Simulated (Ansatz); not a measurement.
Here is a crystal structure:

```cif
data_structure
_symmetry_space_group_name_H-M 'P 1'
_symmetry_Int_Tables_number 1
_cell_length_a 4.0001
_cell_length_b 4.0001
_cell_length_c 10.2474
_cell_angle_alpha 90.000
_cell_angle_beta 90.000
_cell_angle_gamma 90.000
_cell_volume 163.97
loop_
_atom_site_label
_atom_site_type_symbol
_atom_site_fract_x
_atom_site_fract_y
_atom_site_fract_z
_atom_site_occupancy
Sn1 Sn 0.00000 0.50000 0.25000 1
Sn2 Sn 0.00000 0.00000 0.00000 1
O1 O 0.50000 0.50000 0.29652 1
O2 O 0.00000 0.50000 0.45348 1
O3 O 0.00000 0.00000 0.20348 1
O4 O 0.00000 0.50000 0.04652 1
Sn3 Sn 0.50000 0.00000 0.75000 1
Sn4 Sn 0.50000 0.50000 0.50000 1
O5 O 0.00000 0.00000 0.79652 1
O6 O 0.50000 0.00000 0.95348 1
O7 O 0.50000 0.50000 0.70348 1
O8 O 0.50000 0.00000 0.54652 1
```

Q: Summarise the structure in words.

A: Its composition is SnO2. Space group: I4_1/amd (No. 141). Lattice: body-centred tetragonal. This arrangement goes by the name anatase. In the cell are 4 Sn, 8 O, which makes 4 formula units. The Sn atoms are each bonded to six O at 2.06 to 2.09 Å. Around each O lie three Sn at 2.06 to 2.09 Å. The bonds build a three-dimensional framework.

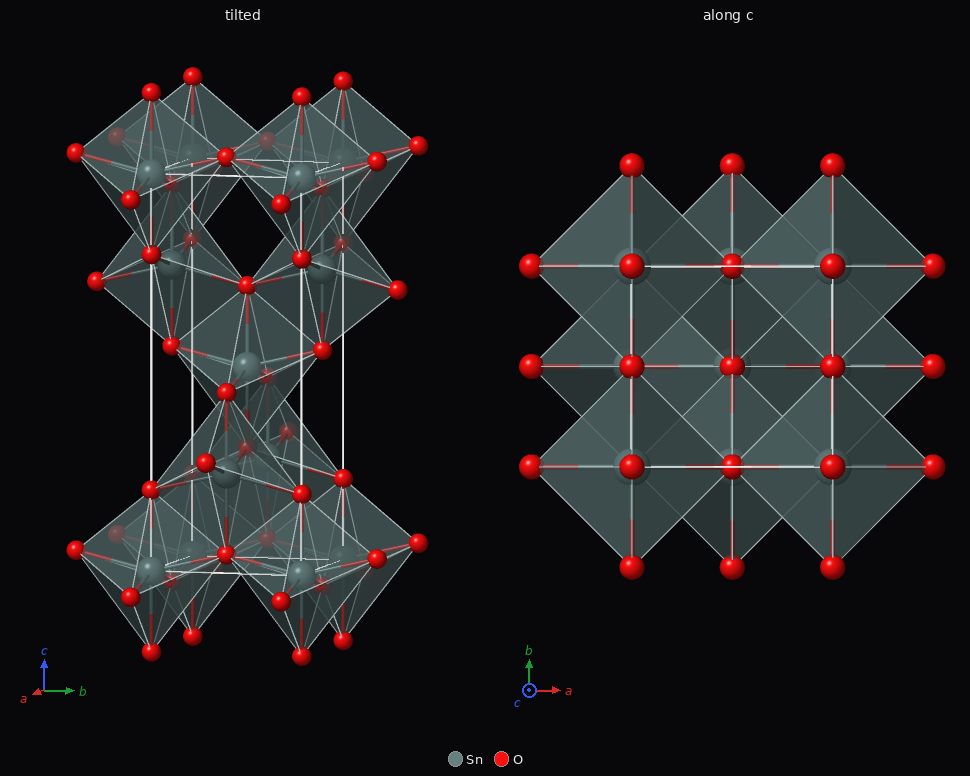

An orthographic polyhedral view of the structure, slightly off an axis and along the c axis. The wireframe shows the conventional unit cell. A few atoms beyond the faces are included. Colours: tin teal, oxygen red.

It goes back to a structure listed in the Materials Project. Earlier steps of the study, as a rule a relaxation of our own, may have changed the cell and positions, so they can lie some per cent off the listed ones. It was the input of a calculation with Ansatz.
